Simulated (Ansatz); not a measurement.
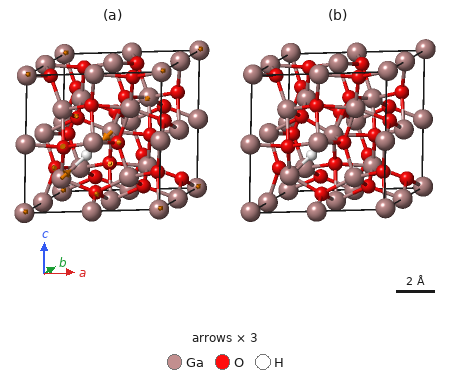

The structure of a defect cell of composition Ga16HO24 (cell charge −1) before (left) and after (right) a relaxation, at one scale. The orange arrows give the displacements, magnified 3 times.

A ball-and-stick model of the cell of the calculation (origin shifted), seen slightly off an axis.

Case: H interstitial, charge -1, atoms relaxed at the host's cell.

All numbers below come from Ansatz 0.2.0, DFT PBE, scalar-relativistic, plane waves, PAW. Set-up: plane-wave cutoff 420 eV; k-point mesh 2 × 2 × 2; occupations gaussian; smearing width 0.01 eV; mesh shifted by (0.5, 0.5, 0.5); no spin polarisation; atoms relaxed in a fixed cell; force threshold 0.025 eV/Å; at most 45 steps.

> Describe what moved and what it gained.

After 5 geometry steps the energy has fallen by 0.859 eV per cell of the calculation. The largest force component goes from 1.5 to 0.013 eV/Å. The largest moves, 0.27 Å, are those of Ga atoms. By element the largest moves are Ga 0.27 Å, O 0.10 Å. H stays in place. The cell stays as it was. Among the contacts that change: Ga–H 1.968 → 1.703 Å, Ga–O 2.096 → 2.259 Å, Ga–O 2.078 → 2.032 Å, Ga–O 2.103 → 2.060 Å. Bond angles that change, for instance: O–Ga–O 160.4° → 147.4°, O–Ga–O 104.8° → 113.6°, Ga–O–Ga 129.4° → 121.6°. Cost: 27 s on 4 threads of Intel(R) Xeon(R) Platinum 8375C CPU @ 2.90GHz (Ice Lake), with other jobs on the host, peak memory 1.2 GiB.

Limits of the set-up: the periodic images lie only 7.4 Å apart, so the values are limited by the cell's size; the cell is charged, on a uniform background, and energies carry no finite-size correction.
